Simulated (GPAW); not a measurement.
# BN (F-43m): how ε∞ follows the gap

The empty bands of BN (F-43m) are shifted up rigidly by Δ, and ε∞ is computed for each shift.

The structure is cubic, space group F-43m (No. 216). The conventional cell has a = 3.615 Å, b = 3.615 Å, c = 3.615 Å, α = 90.00°, β = 90.00°, γ = 90.00°. Around N on site c lie 4 B at 1.57 Å. B on site a has 4 N at 1.57 Å as nearest neighbours.

Method: GPAW 26.7.0, LDA, RPA, k-mesh 16×16×16, local fields up to 50 eV, Lorentzian half width 0.15 eV.

Launch of the response step: `OMP_NUM_THREADS=1 python df.py`. The series took 39 s in all, its band step included, on 1 thread of Arm Neoverse V1 (shared host).

```tsv
Δ (eV)	ε∞
0.00	4.582
0.40	4.476
0.80	4.375
1.20	4.281
1.60	?
2.00	4.107
```

With one effective transition at E₀ and fixed dipole strength, ε∞ − 1 = A/(E₀ + Δ), so 1/(ε∞ − 1) is linear in Δ.

Working, on the rows shown:

| x = Δ (eV) | y = 1/(ε∞ − 1) |
| --- | --- |
| 0 | 0.279174 |
| 0.4 | 0.287687 |
| 0.8 | 0.296296 |
| 1.2 | 0.304785 |
| 2 | 0.321854 |

Means: x̄ = 0.88, ȳ = 0.29796. Σ(x − x̄)(y − ȳ) = 0.05054, Σ(x − x̄)² = 2.368. Slope = 0.05054 / 2.368 = 0.02134; intercept = ȳ − slope · x̄ = 0.27918. Turned back into ε∞, the line misses the rows shown by at most 0.00051.

Question: Fill in the last column of the withheld row.

Answer: At x = 1.6 the line gives y = 0.31333, that is 4.192. The run gave 4.191, so the interpolation is off by 0.00056, 0.1 % of the range in the table.

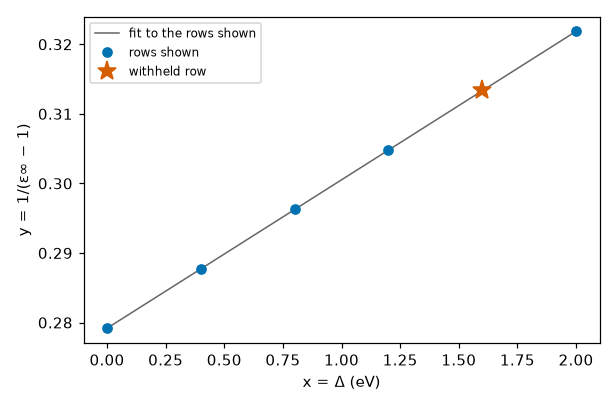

Refitted with all rows, the slope is 0.02136 and the intercept 0.27917. These give E₀ = intercept/slope = 13.1 eV, far above the least direct gap of 8.66 eV: most of the screening comes from transitions well over the edge. Over the first step ε∞ falls by 6 % per eV. Excitons are left out; LDA gaps are as a rule too small. The values come from a sum over the points of one k-mesh and carry its error, which grows as the direct gap shrinks. The local-field cutoff holds few shells of reciprocal vectors for this small cell, so ε∞ can read a few per cent high.

[Logs are printed without paths, hosts, clocks, repeated set-up lines and the standing remarks that a program may print on its own settings, such as how far it seeks lower states.]
